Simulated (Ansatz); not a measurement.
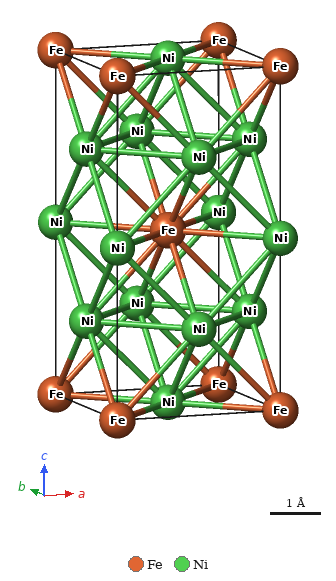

Phonons of solid FeNi3, at the zone centre. The picture is a ball-and-stick view of the conventional cell (2 times the calculation's cell), seen slightly off an axis. Lengths and directions refer to the drawn axes.

Level of theory: DFT PBE, scalar-relativistic, plane waves, PAW in Ansatz 0.2.0. (plane-wave cutoff 420 eV; k-point mesh 18 × 18 × 18; occupations gaussian; smearing width 0.2 eV; collinear spin)

The frequencies depend somewhat on the k-mesh and the smearing.

**List the optical modes.**

The calculation's cell holds 4 atoms, so there are 9 optical modes, in 6 levels. The optical modes span B₁g + 2E_u + 2A₂u + E_g. No level is unstable.

| level | symmetry | frequency (cm⁻¹) | activity |
| --- | --- | --- | --- |
| 1 | B₁g | 201 | Raman-active |
| 2 | E_u | 205 | infrared-active |
| 3 | A₂u | 217 | infrared-active |
| 4 | E_u | 234 | infrared-active |
| 5 | E_g | 243 | Raman-active |
| 6 | A₂u | 266 | infrared-active |

The crystal is a metal, so free carriers screen the infrared response.

The modes drawn as arrows (one member of each degenerate set):

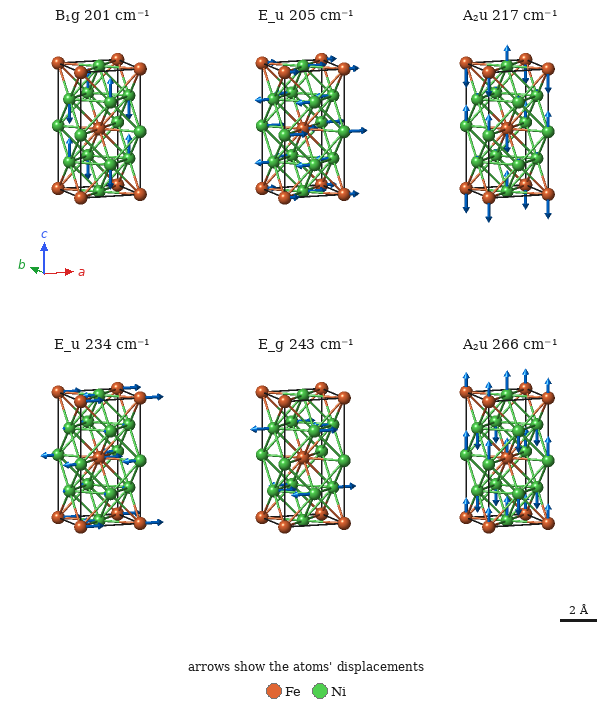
